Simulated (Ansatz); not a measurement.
CoO, space group R-3m:H (No. 166), a = 3.091 Å, b = 3.091 Å, c = 6.895 Å, α = 90.00°, β = 90.00°, γ = 120.00°

```csv
site,Wyckoff,x,y,z
Co,3a,0.0000,0.0000,0.0000
O,3b,0.3333,0.6667,0.1667
```

Source: the end point of a relaxation with Ansatz 0.2.0, DFT PBE, scalar-relativistic, plane waves, PAW.

> Describe the coordination of Co.

CoO6: a slightly distorted octahedron (coordination number 6, S = 0.19; next best trigonal prism, S = 16.5). Bonds: 6 × Co–O 2.12 Å. The next neighbour, not counted, lies at 2.91 Å.

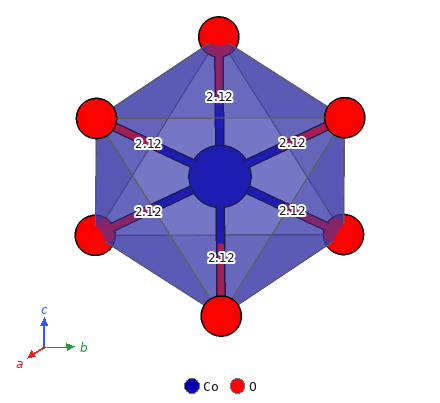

The polyhedron about Co. Shape measures S are computed against regular polyhedra or, for capped shapes, the nearer of the equal-edge and equal-bond forms.
